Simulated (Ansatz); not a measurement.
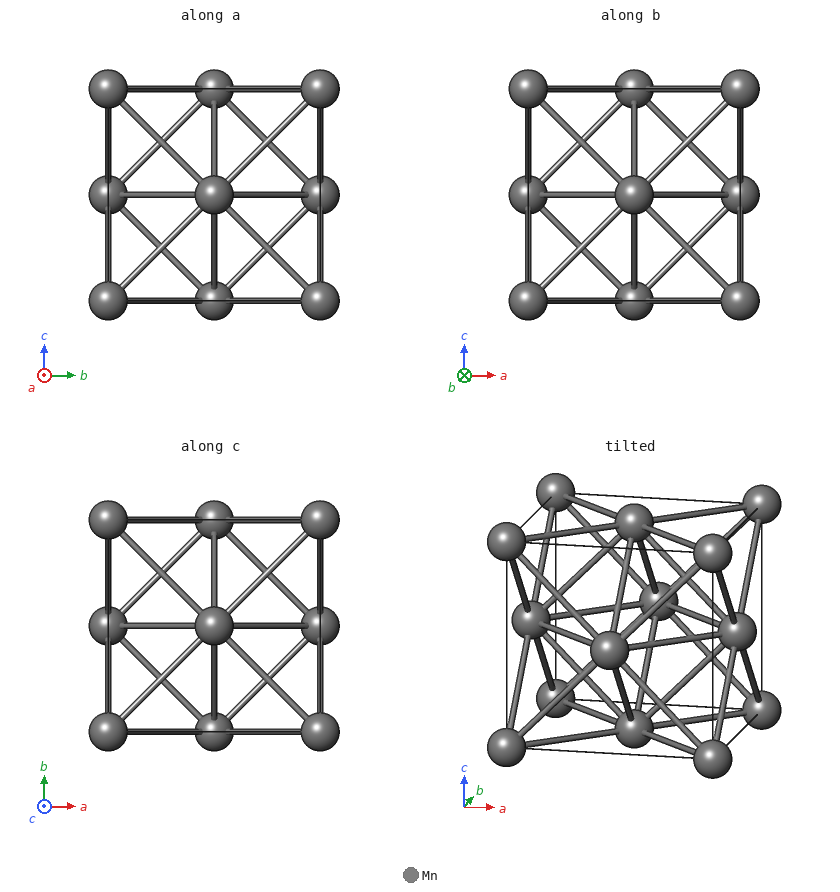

Ball-and-stick representation of a periodic structure, projected along the a axis, along the b axis, along the c axis and slightly off an axis. The conventional unit cell is outlined; an atom on or near a face, edge or corner is repeated at each equivalent position.

Lattice parameters: a = 3.503 Å, b = 3.503 Å, c = 3.503 Å, α = 90.00°, β = 90.00°, γ = 90.00°. Put a along x and b in the xy plane.

> Express the structure as a POSCAR file.

```
Mn
1.0
     3.503    0.000    0.000
     0.000    3.503    0.000
     0.000    0.000    3.503
Mn
4
Direct
  0.0000 0.0000 0.0000
  0.0000 0.5000 0.5000
  0.5000 0.0000 0.5000
  0.5000 0.5000 0.0000
```

It goes back to a structure type filled with this element by a generator (whether the element takes this form wasn't checked). The cell was then strained or its atoms displaced on purpose. It went into a calculation with Ansatz.
